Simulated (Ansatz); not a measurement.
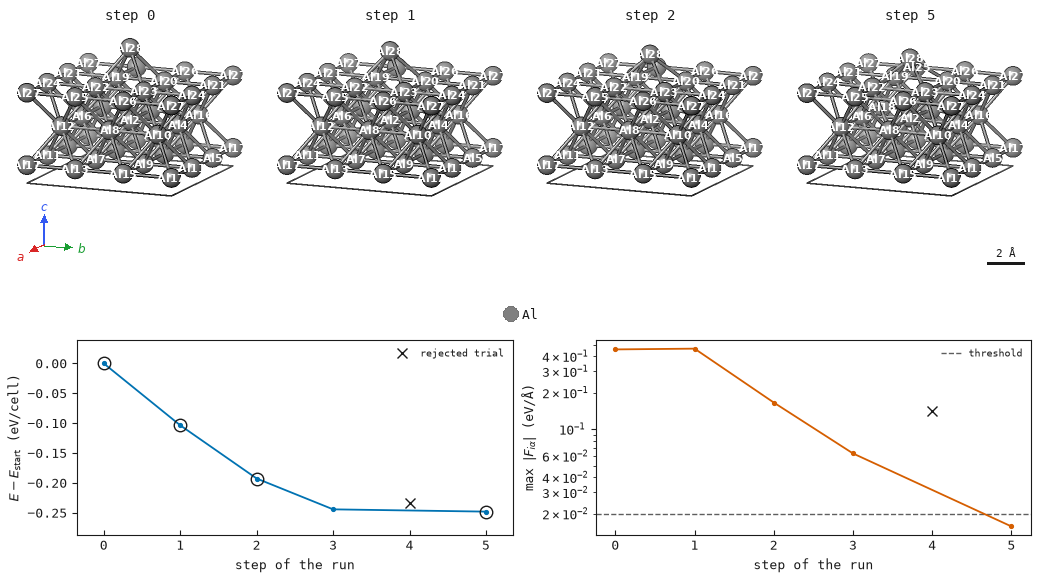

Frames of a constrained relaxation of a slab of composition Al (cut from the Fm-3m phase), marked on the history of the run. The picture is a ball-and-stick view of the cell of the calculation, outlined in the plane, without the vacuum (origin shifted), seen slightly off an axis.

Case: island of 1 atoms. 9 atoms are held fixed.

Method: Ansatz, DFT PBEsol, scalar-relativistic, plane waves, PAW. Settings: plane-wave cutoff 420 eV; k-point mesh 4 × 4 × 1; occupations gaussian; smearing width 0.1 eV; no spin polarisation; dipole correction; atoms relaxed in a fixed cell; force threshold 0.02 eV/Å; at most 45 steps.

> What happens along the run?

An Al atom moves most: 0.58 Å along the normal (−c). The cell doesn't change. Some distances before and after: Al–Al 2.839 → 3.104 Å, Al–Al 2.839 → 2.619 Å, Al–Al 2.839 → 2.710 Å, Al–Al 2.839 → 2.943 Å. Among the angles between lasting bonds that change: Al–Al–Al 90.0° → 113.9°, Al–Al–Al 60.0° → 72.7°. Over 4 accepted moves (5 points after the start) the energy falls by 0.248 eV per cell of the calculation. The largest force component goes from 0.46 to 0.016 eV/Å. The line search rejected the trial step at point 4 of the run. Cost: 65 s on 4 threads of Intel(R) Xeon(R) Platinum 8488C (Sapphire Rapids), on a shared host, peak memory 2.1 GiB. From step 0 to 1: an Al atom moves most (0.17 Å), energy −0.103 eV per cell of the calculation. From step 1 to 2: an Al atom moves most (0.20 Å), energy −89.0 meV per cell of the calculation. From step 2 to 5: an Al atom moves most (0.22 Å), energy −55.4 meV per cell of the calculation.

| step | E − E(0), meV/atom | largest force component, eV/Å | note |
| --- | --- | --- | --- |
| 0 | 0.00 | 0.4555 |  |
| 1 | -3.69 | 0.4622 |  |
| 2 | -6.87 | 0.1657 |  |
| 3 | -8.72 | 0.0629 |  |
| 4 | -8.35 | 0.1418 | rejected |
| 5 | -8.85 | 0.0157 |  |
